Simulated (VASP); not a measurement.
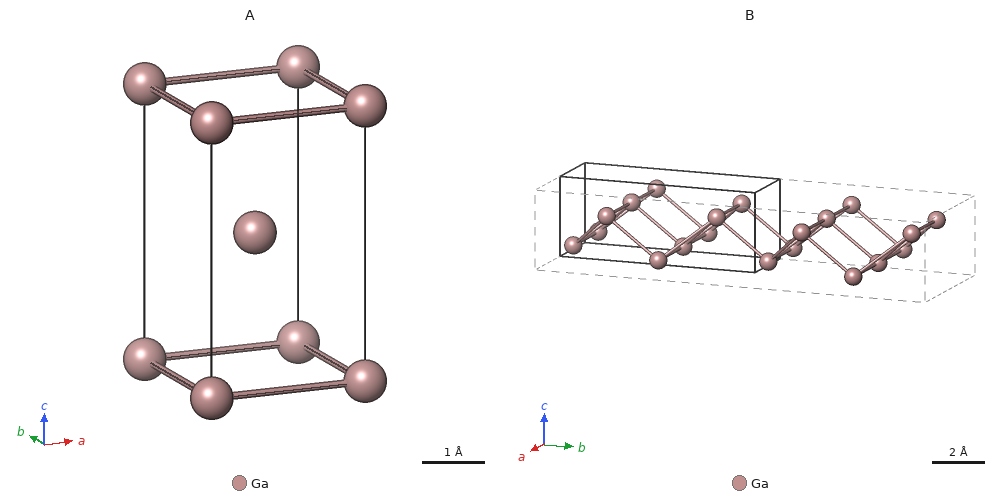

Two structures of Ga, each relaxed (cell and atoms) at zero pressure; conventional cells in solid outline, small ones repeated, each panel with its own scale. Alike in all runs: VASP 6.6.1; functional LDA; VASP's PAW LDA potentials, release 64 (Ga_d); cutoff 600 eV; occupations fermi-dirac, width 0.05 eV; no spin polarisation; no spin-orbit coupling. The k meshes have like spacings.

Give the type and space group of each panel.

A: 2 atoms a cell on a body-centred tetragonal lattice, I4/mmm; B: 4 atoms a cell on a base-centred orthorhombic lattice, Cmcm.

Which of these is lowest in energy, and how far above it do the others lie?

B, then A (+43 meV/atom), static energies at zero smearing.

Collect the results in a table.

| panel | space group | E − E(lowest) (meV/atom) | volume (Å³/atom) |
| --- | --- | --- | --- |
| B | Cmcm | 0 | 17.3 |
| A | I4/mmm | 43 | 17.2 |

The starts are database entries or structure types tried for this composition, and the most stable form need not be among them. Approximate functionals can misorder forms that lie within a few tens of meV/atom, as they do the rutile and anatase forms of TiO₂.
